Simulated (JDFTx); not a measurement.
Geometry relaxation, with input and output: Hf (part 3 of 3)

The same run, continued: Hf (2 atoms in the cell); Kohn-Sham DFT of a periodic cell, LDA, SG15-PBE-1.2, no spin polarisation (JDFTx 1.7.0 (patched build)); cutoff 1088.45 eV, 2×2×1 k-mesh, fermi-dirac of 0.05 eV. The structure derives from an entry of the Crystallography Open Database. The settings are looser than a standard set-up, so the numbers are not reference values.

Geometry of the input (Å; fractional positions):
```
3.1967  0.0000  0.0000
-1.5983  2.7684  0.0000
0.0000  0.0000  5.0578
Hf 0.6667  0.3333  0.7500
Hf 0.3333  0.6667  0.2500
```

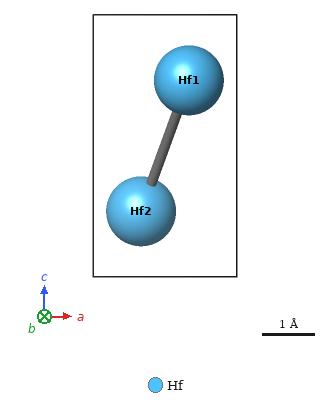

*The input geometry (ball-and-stick view of the cell of the calculation, along the b axis; atoms are numbered from 1 in the order of the input). An atom can appear more than once, as a periodic image.*

Settings chosen away from the usual ones: functional set to LDA. The settings depart from the standard set-up of this series, which can bear on the numbers. Notes on the run: WARNING: this pseudopotential is for another kind of functional than that of the calculation, 'lda-PW'. Points of doubt noted for this run: coarse mesh. Spin–orbit coupling is left out, which matters for Hf.
